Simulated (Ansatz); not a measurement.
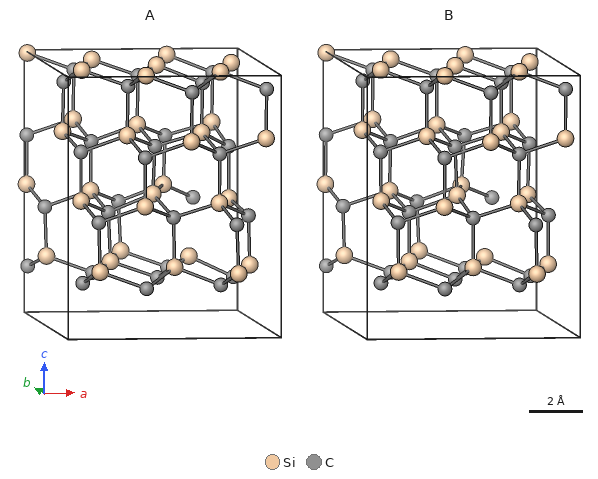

Two geometries of a defect cell of composition Si$_{32}$C$_{31}$ (cell charge −1), drawn at one scale. One is the start of a relaxation, the other its converged end. The picture is a ball-and-stick view of the cell of the calculation (origin shifted), seen from a free direction.

Level of theory: DFT PBE, scalar-relativistic, plane waves, PAW (Ansatz). Settings: plane-wave cutoff 420 eV; k-point mesh 2 × 2 × 2; occupations gaussian; smearing width 0.01 eV; mesh shifted by (0.5, 0.5, 0.5); collinear spin; atoms relaxed in a fixed cell; force threshold 0.025 eV/Å; at most 45 steps.

**Which of the two is the end point?**

Structure B is the relaxed one. Case: C vacancy (site b), charge -1, atoms relaxed at the host's cell. The atom that moves furthest is a Si atom (0.24 Å roughly along [3 1 −1]). By element the largest moves are Si 0.24 Å, C 0.12 Å. The lattice vectors keep their values. Some distances before and after: Si–Si 2.745 → 2.580 Å, C–Si 1.849 → 1.955 Å, C–Si 1.947 → 1.894 Å, C–Si 1.880 → 1.928 Å. Among the angles between lasting bonds that change: Si–Si–C 142.4° → 152.6°, C–Si–C 115.4° → 106.7°, C–Si–C 104.2° → 98.4°. After 7 geometry steps the energy has fallen by 0.336 eV per cell of the calculation. The largest force component goes from 0.98 to 0.022 eV/Å. The run took 5.5 min on 8 threads of Intel(R) Xeon(R) Processor @ 2.70GHz, with other jobs on the host, peak memory 4.5 GiB.

Limits of the set-up: the periodic images lie only 8.2 Å apart, so the values are limited by the cell's size; the cell is charged, on a uniform background, and energies carry no finite-size correction.
